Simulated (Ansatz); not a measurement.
Si: geometry relaxation (part 2 of 2)

Continued. System: Si (P6₃/mmc, 4 atoms in the cell). Method: DFT, r2SCAN, plane waves, PAW, no spin polarisation (Ansatz 0.2.0); cutoff 500 eV, 12×12×4 k-mesh, Fermi–Dirac smearing of 0.02 eV. The structure was built on a prototype by a generator. The geometry comes from this level: PBE.

Geometry of the input (Å; fractional positions):
```
3.8516  0.0000  0.0000
-1.9258  3.3356  0.0000
0.0000  0.0000  6.3646
Si 0.3333  0.6667  0.0004
Si 0.6667  0.3333  0.5004
Si 0.3333  0.6667  0.3746
Si 0.6667  0.3333  0.8746
```

**Output, continued**
```
--- Forces (eV/Å), atoms counted from 1 ---
  atom   1  Si     0.00000000    -0.00000000     0.00012262
  atom   2  Si    -0.00000000     0.00000000     0.00012262
  atom   3  Si     0.00000000    -0.00000000    -0.00012262
  atom   4  Si    -0.00000000     0.00000000    -0.00012262
  max |Σ_I F_I| component: 6.01e-17 eV/Å
--- Stress (GPa, compression-positive) ---
        0.006431      -0.000000       0.000000
        0.000000       0.006431       0.000000
        0.000000       0.000000      -0.002428
  P = ⅓ Tr σ = 0.0035 GPa (0.035 kbar)
--- Band table (eV; the first three rows and the last of 57) ---
  k-point 0: bands = ["-6.4193", "-4.0280", "-1.1771", "4.7454", "4.7454", "5.9738", "6.3509", "6.3509", "7.7132", "8.5096", "8.5096", "8.8858"]
  k-point 1: bands = ["-6.2081", "-4.6743", "-0.1334", "4.3446", "4.9099", "4.9099", "5.9921", "5.9921", "7.9173", "8.8404", "8.8404", "9.1613"]
  k-point 2: bands = ["-5.5928", "-5.5928", "1.9475", "1.9475", "5.3714", "5.3714", "5.3714", "5.3714", "8.4876", "8.4876", "9.5415", "9.5415"]
  k-point 56: bands = ["-2.7996", "-2.7996", "-1.3852", "-1.3852", "1.6709", "1.6709", "4.2287", "4.2287", "8.1707", "8.1707", "10.2279", "10.2279"]
--- Relaxed structure (4 steps of the walk, 4 accepted, 1 SCFs on fresh bases) ---
  F+E_penalty+E_count = -2556.21580578 eV   max|allowed force component| = 1.226e-4 eV/Å   (the final SCF, on the basis selected at the relaxed cell)
  cell:  # Å, volume = 80.6461 Å³
    - [3.832129657480258, 0.0, 0.0]
    - [-1.916064828740129, 3.3187216339736634, 0.0]
    - [0.0, 0.0, 6.3412164313575845]
  atoms:
    - { symbol: Si, position: [0.3333333333333333, 0.6666666666666666, 0.0005609358506290832] }
    - { symbol: Si, position: [0.6666666666666666, 0.3333333333333333, 0.5005609358506291] }
    - { symbol: Si, position: [0.3333333333333333, 0.6666666666666666, 0.37443906414937095] }
    - { symbol: Si, position: [0.6666666666666666, 0.3333333333333333, 0.8744390641493711] }
```

**File rho_z.tsv**
```
# z_ang	rho[e/angstrom^3]
# format = ansatz-planar-average/11
# lattice	3.832129657	0.000000000	0.000000000
# lattice	-1.916064829	3.318721634	0.000000000
# lattice	0.000000000	0.000000000	6.341216431
# sites	4
# site	14	0.000000000	2.212481089	0.003557016
# site	14	1.916064829	1.106240545	3.174165231
# site	14	0.000000000	2.212481089	2.374399146
# site	14	1.916064829	1.106240545	5.545007362
0.000000	2.576147e-1
0.132109	2.271314e-1
0.264217	2.001580e-1
0.396326	1.792696e-1
0.528435	1.636578e-1
0.660543	1.508424e-1
0.792652	1.393391e-1
0.924761	1.297094e-1
1.056869	1.233400e-1
1.188978	1.211319e-1
1.321087	1.233400e-1
1.453195	1.297094e-1
1.585304	1.393391e-1
1.717413	1.508424e-1
1.849521	1.636578e-1
1.981630	1.792696e-1
2.113739	2.001580e-1
2.245847	2.271314e-1
2.377956	2.576147e-1
2.510065	2.860916e-1
2.642174	3.062759e-1
2.774282	3.135502e-1
2.906391	3.062759e-1
3.038500	2.860916e-1
3.170608	2.576147e-1
3.302717	2.271314e-1
3.434826	2.001580e-1
3.566934	1.792696e-1
3.699043	1.636578e-1
3.831152	1.508424e-1
3.963260	1.393391e-1
4.095369	1.297094e-1
4.227478	1.233400e-1
4.359586	1.211319e-1
4.491695	1.233400e-1
4.623804	1.297094e-1
4.755912	1.393391e-1
4.888021	1.508424e-1
5.020130	1.636578e-1
5.152238	1.792696e-1
5.284347	2.001580e-1
5.416456	2.271314e-1
5.548564	2.576147e-1
5.680673	2.860916e-1
5.812782	3.062759e-1
5.944890	3.135502e-1
6.076999	3.062759e-1
6.209108	2.860916e-1
```

**File v_z.tsv**
```
# z_ang	v_es[eV]	v_tot[eV]
# format = ansatz-planar-average/11
# xc	r2scan
# density_cutoff_ev	2000
# datasets	Si=:simpson_from_first_knot:soft:shift=0
# lattice	3.832129657	0.000000000	0.000000000
# lattice	-1.916064829	3.318721634	0.000000000
# lattice	0.000000000	0.000000000	6.341216431
# sites	4
# site	14	0.000000000	2.212481089	0.003557016
# site	14	1.916064829	1.106240545	3.174165231
# site	14	0.000000000	2.212481089	2.374399146
# site	14	1.916064829	1.106240545	5.545007362
0.000000	-3.391527e0	-1.501983e1
0.132109	-2.258802e0	-1.335104e1
0.264217	-8.092742e-1	-1.128783e1
0.396326	9.649365e-1	-8.810319e0
0.528435	2.925976e0	-6.158277e0
0.660543	4.853666e0	-3.623395e0
0.792652	6.423087e0	-1.641793e0
0.924761	7.443792e0	-4.639706e-1
1.056869	8.015320e0	2.759301e-1
1.188978	8.209703e0	5.905740e-1
1.321087	8.015320e0	2.759301e-1
1.453195	7.443792e0	-4.639706e-1
1.585304	6.423087e0	-1.641793e0
1.717413	4.853666e0	-3.623395e0
1.849521	2.925976e0	-6.158277e0
1.981630	9.649365e-1	-8.810319e0
2.113739	-8.092742e-1	-1.128783e1
2.245847	-2.258802e0	-1.335104e1
2.377956	-3.391527e0	-1.501983e1
2.510065	-4.343946e0	-1.633838e1
2.642174	-5.035281e0	-1.719484e1
2.774282	-5.286511e0	-1.748375e1
2.906391	-5.035281e0	-1.719484e1
3.038500	-4.343946e0	-1.633838e1
3.170608	-3.391527e0	-1.501983e1
3.302717	-2.258802e0	-1.335104e1
3.434826	-8.092742e-1	-1.128783e1
3.566934	9.649365e-1	-8.810319e0
3.699043	2.925976e0	-6.158277e0
3.831152	4.853666e0	-3.623395e0
3.963260	6.423087e0	-1.641793e0
4.095369	7.443792e0	-4.639706e-1
4.227478	8.015320e0	2.759301e-1
4.359586	8.209703e0	5.905740e-1
4.491695	8.015320e0	2.759301e-1
4.623804	7.443792e0	-4.639706e-1
4.755912	6.423087e0	-1.641793e0
4.888021	4.853666e0	-3.623395e0
5.020130	2.925976e0	-6.158277e0
5.152238	9.649365e-1	-8.810319e0
5.284347	-8.092742e-1	-1.128783e1
5.416456	-2.258802e0	-1.335104e1
5.548564	-3.391527e0	-1.501983e1
5.680673	-4.343946e0	-1.633838e1
5.812782	-5.035281e0	-1.719484e1
5.944890	-5.286511e0	-1.748375e1
6.076999	-5.035281e0	-1.719484e1
6.209108	-4.343946e0	-1.633838e1
```

**Trajectory as extended XYZ (Å, eV, eV/Å), 5 frames, from step=1 to step=5**
```
4
Lattice="3.8516 0.0000 0.0000 -1.9258 3.3356 0.0000 0.0000 0.0000 6.3646" Properties=species:S:1:pos:R:3:forces:R:3 step=1 energy=-2556.21120 pressure_GPa=-1.29
Si    0.0000    2.2237    0.0027    0.0000   0.0000   0.0038
Si    1.9258    1.1119    3.1850    0.0000   0.0000   0.0038
Si    0.0000    2.2237    2.3840    0.0000   0.0000  -0.0038
Si    1.9258    1.1119    5.5663    0.0000   0.0000  -0.0038
4
Lattice="3.8342 0.0000 0.0000 -1.9171 3.3205 0.0000 0.0000 0.0000 6.3492" Properties=species:S:1:pos:R:3:forces:R:3 step=2 energy=-2556.21569 pressure_GPa=-0.23
Si    0.0000    2.2137    0.0043    0.0000   0.0000  -0.0126
Si    1.9171    1.1068    3.1789    0.0000   0.0000  -0.0126
Si    0.0000    2.2137    2.3767    0.0000   0.0000   0.0126
Si    1.9171    1.1068    5.5513    0.0000   0.0000   0.0126
4
Lattice="3.8329 0.0000 0.0000 -1.9165 3.3194 0.0000 0.0000 0.0000 6.3373" Properties=species:S:1:pos:R:3:forces:R:3 step=3 energy=-2556.21584 pressure_GPa=0.03
Si    0.0000    2.2129    0.0030    0.0000   0.0000   0.0058
Si    1.9165    1.1065    3.1717    0.0000   0.0000   0.0058
Si    0.0000    2.2129    2.3734    0.0000   0.0000  -0.0058
Si    1.9165    1.1065    5.5421    0.0000   0.0000  -0.0058
4
Lattice="3.8321 0.0000 0.0000 -1.9161 3.3187 0.0000 0.0000 0.0000 6.3412" Properties=species:S:1:pos:R:3:forces:R:3 step=4 energy=-2556.21586 pressure_GPa=0.00
Si    0.0000    2.2125    0.0036    0.0000   0.0000   0.0001
Si    1.9161    1.1062    3.1742    0.0000   0.0000   0.0001
Si    0.0000    2.2125    2.3744    0.0000   0.0000  -0.0001
Si    1.9161    1.1062    5.5450    0.0000   0.0000  -0.0001
4
Lattice="3.8321 0.0000 0.0000 -1.9161 3.3187 0.0000 0.0000 0.0000 6.3412" Properties=species:S:1:pos:R:3:forces:R:3 step=5 energy=-2556.21581 pressure_GPa=0.00
Si    0.0000    2.2125    0.0036    0.0000   0.0000   0.0001
Si    1.9161    1.1062    3.1742    0.0000   0.0000   0.0001
Si    0.0000    2.2125    2.3744    0.0000   0.0000  -0.0001
Si    1.9161    1.1062    5.5450    0.0000   0.0000  -0.0001
```

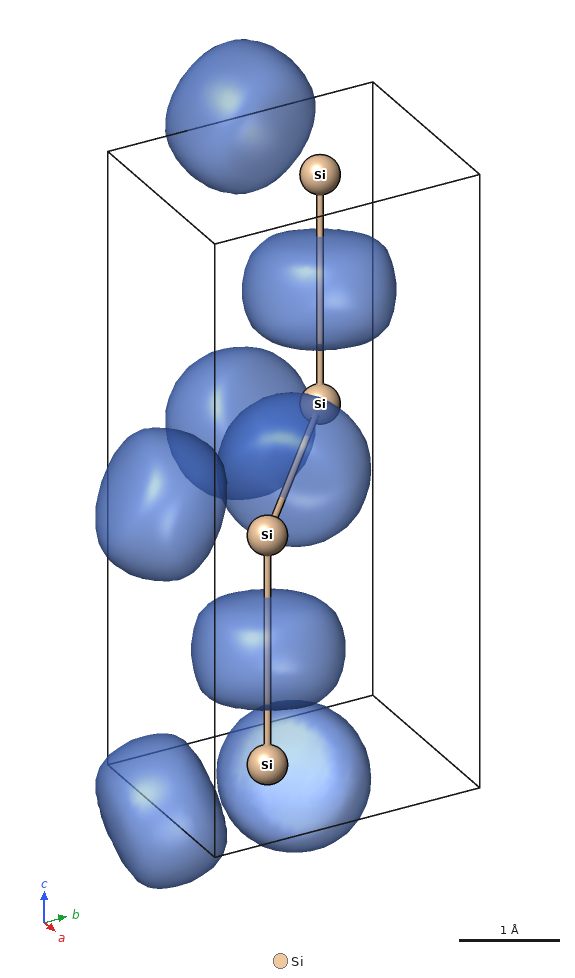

Figure 1. Isosurface of the ELF at 0.75 (blue), seen slightly off an axis. Core shells and regions of very low density are left out. Sticks mark near contacts. The outline is the cell set on symmetry axes. Along the contacts the grid gives the following. In a PAW calculation such maps are meaningful between the atoms, not at the nuclei.

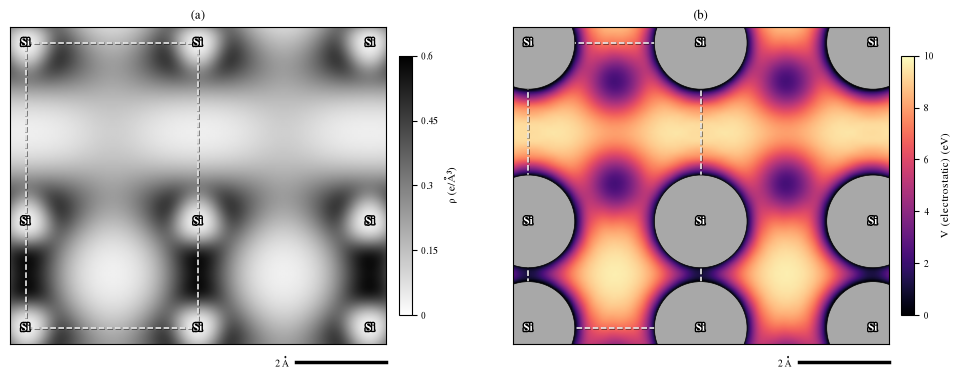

Figure 2. (a) valence charge density (pseudo); (b) electrostatic potential (local pseudopotential plus Hartree) felt by an electron on the (010) plane of the conventional cell. Grey discs, where drawn, cover atomic cores. Atoms in the plane: Si. Si–Si (2.37 Å): ρ is about 0.57 e/Å³ halfway, a local maximum along the line. Away from the nuclei the density in this plane falls to 0.04 e/Å³ at its lowest. Outside the cores the potential energy rises away from the atoms and is highest about 2.2 Å from the nearest atoms; outside the discs it spans about 10 eV, and its zero is arbitrary.

**Summary**

- outcome: converged
- space group (tolerance 0.01 Å): P6₃/mmc (194)
- electrons treated: 16
- free energy: −2556.2158 eV
- Fermi energy: 6.651 eV
- band gap: 0.61 eV
- pressure: 0.00 GPa
- final volume: 80.65 Å³
- largest force (length of the vector) at the end: under 0.001 eV/Å
- final cell: a = 3.832 Å, b = 3.832 Å, c = 6.341 Å, α = 90.00°, β = 90.00°, γ = 120.00°
- hardware: 2 threads of AMD EPYC (Zen 5), 32 GiB of memory available, shared host
- wall time: 5.1 s (CPU time 9.9 s)
- peak memory: 0.64 GiB
